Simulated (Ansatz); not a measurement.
System: Ti4C (slab).

```xyz
5
Lattice="2.9385 0.0000 0.0000 -1.4692 2.5448 0.0000 0.0000 0.0000 22.4046" Properties=species:S:1:pos:R:3 pbc="T T T"
Ti    1.4692    0.8483    3.9999
Ti    0.0000    1.6965    6.3253
Ti    1.4692    0.8483    8.7421
Ti    0.0000    1.6965   10.9045
C     0.0000    0.0000   11.8187
```

Not relaxed (largest force 1.3 eV/Å); computed without spin polarisation.

The calculation used DFT PBE, scalar-relativistic, plane waves, PAW in Ansatz.

### What will maps of the valence pseudo-density and electron localisation function show?

Ti–Ti (2.75 Å): the density is about 0.21 e/Å³ at the midpoint; the ELF is about 0.20 at the midpoint: no localised pair shows between them.
Ti–Ti (2.88 Å): the density is about 0.2 e/Å³ at the midpoint; the ELF is about 0.25 at the midpoint; no shared electron pair shows on this line.
Ti–Ti (2.95 Å): ρ is about 0.18 e/Å³ halfway; the ELF is about 0.25 at the midpoint: no localised pair shows between them.

### Does the calculation give a band gap?

It is metallic or semimetallic at this level of theory: no gap opens.

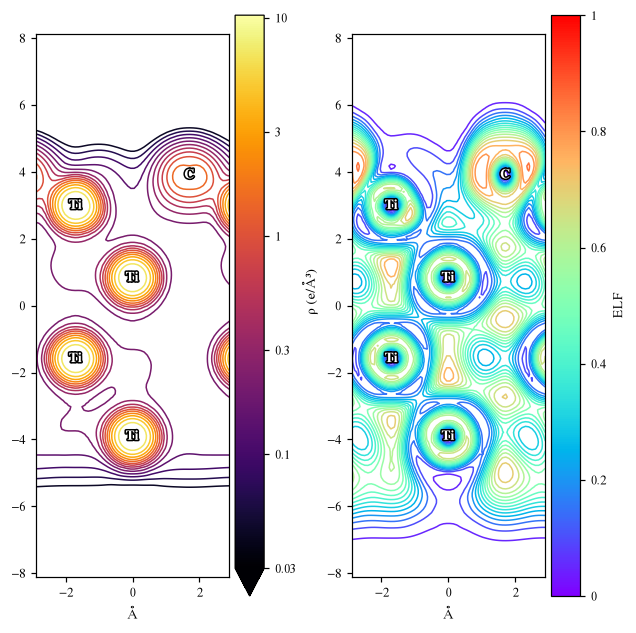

Computed valence pseudo-density and electron localisation function on the (110) plane of the calculation cell, a cut from vacuum to vacuum, in this order. 
